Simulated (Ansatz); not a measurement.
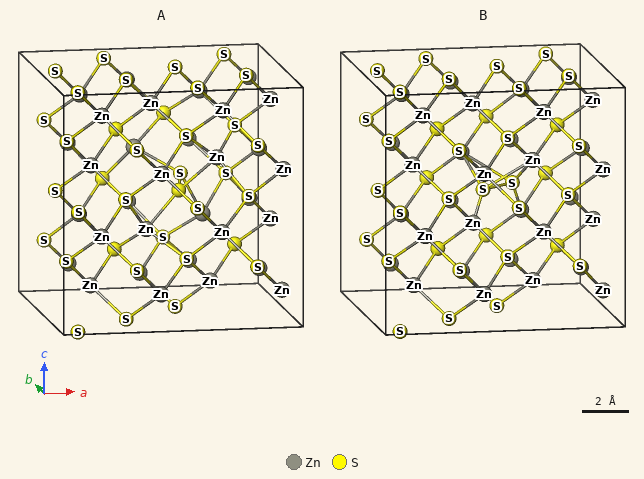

Two geometries of a defect cell of composition Zn32S33 (cell charge +1), drawn at one scale. One is the start of a relaxation, the other its converged end. The picture is a ball-and-stick view of the cell of the calculation (origin shifted), seen slightly off an axis.

Computed with Ansatz, DFT, PBEsol, PAW, plane waves. (plane-wave cutoff 420 eV; k-point mesh 1 × 1 × 1; mesh shifted by (0.25, 0.25, 0.25); collinear spin; atoms relaxed in a fixed cell; force threshold 0.03 eV/Å; at most 80 steps)

Question: Which one is relaxed?

Answer: Structure A is the relaxed one. The largest move is that of an S atom, 0.79 Å along +a. Largest moves by element: S 0.79 Å, Zn 0.47 Å. The lattice vectors keep their values. Some distances before and after: S–Zn 1.521 → 2.349 Å, S–Zn 2.596 → 3.348 Å, S–Zn 1.558 → 2.309 Å, S–S 2.590 → 3.293 Å. Bond angles that change, for instance: Zn–S–S 62.6° → 100.4°, S–Zn–S 120.6° → 91.2°, Zn–S–S 64.3° → 92.7°. After 13 geometry steps the energy has fallen by 15.080 eV per cell of the calculation. Largest force component: 32 eV/Å at the start, 0.027 eV/Å at the end.

Limits of the set-up: the cell is charged, on a uniform background, and energies carry no finite-size correction.
